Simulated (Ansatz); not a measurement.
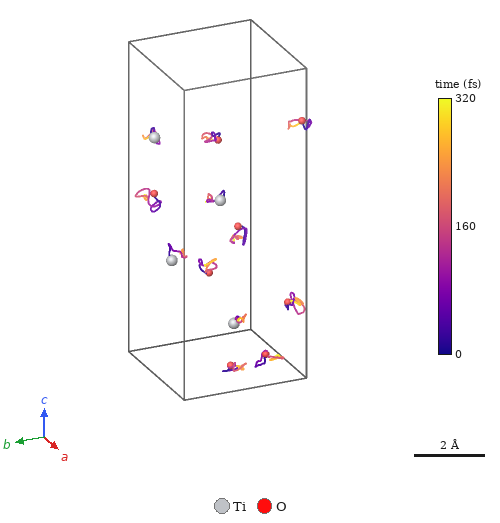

First-principles dynamics of a 12-atom cell of TiO₂, 320 fs long. It starts from the last geometry of an earlier run, with fresh velocities. Lines trace each atom's path, coloured by time; spheres stand at the starting positions. Seen from a free direction in the simulation cell.

Theory: DFT PBEsol, scalar-relativistic, plane waves, PAW in Ansatz 0.2.0. Run with plane-wave cutoff 420 eV; k-point mesh 3 × 3 × 1; Fermi-Dirac smearing 0.24 eV; volume 1.05 times that of the relaxed crystal; Langevin thermostat (NVT); set temperature 2240 K, then to 300 K over 240 steps, then to 300 K over 80 steps; time step 1 fs; friction 0.02 per fs.

### How do the atoms move?

In the second half of the run the atoms are, in the root-mean-square, this far from where they began (common drift taken out): Ti 0.53 Å, O 0.39 Å. Against the typical shortest distance between atoms in the first frame, about 1.9 Å these are wide excursions, but the first-neighbour bonds of the start all hold: the network flexes, or its layers or units shift against each other, without breaking. Under the programmed temperature the kinetic temperature goes from 2181 K (first eighth) to 434 K (last eighth), with a peak of 2840 K. That is well off the final set point of 300 K. The potential energy in the second half lies on average 171 meV per atom below the first frame. The first frame is far from relaxed (forces up to 5.7 eV/Å), so much of the motion is the structure settling.

Cost: 19 min on 1 thread of Arm Neoverse V2, with other jobs on the host, peak memory 0.4 GiB.

PAW datasets: the set soft_1.
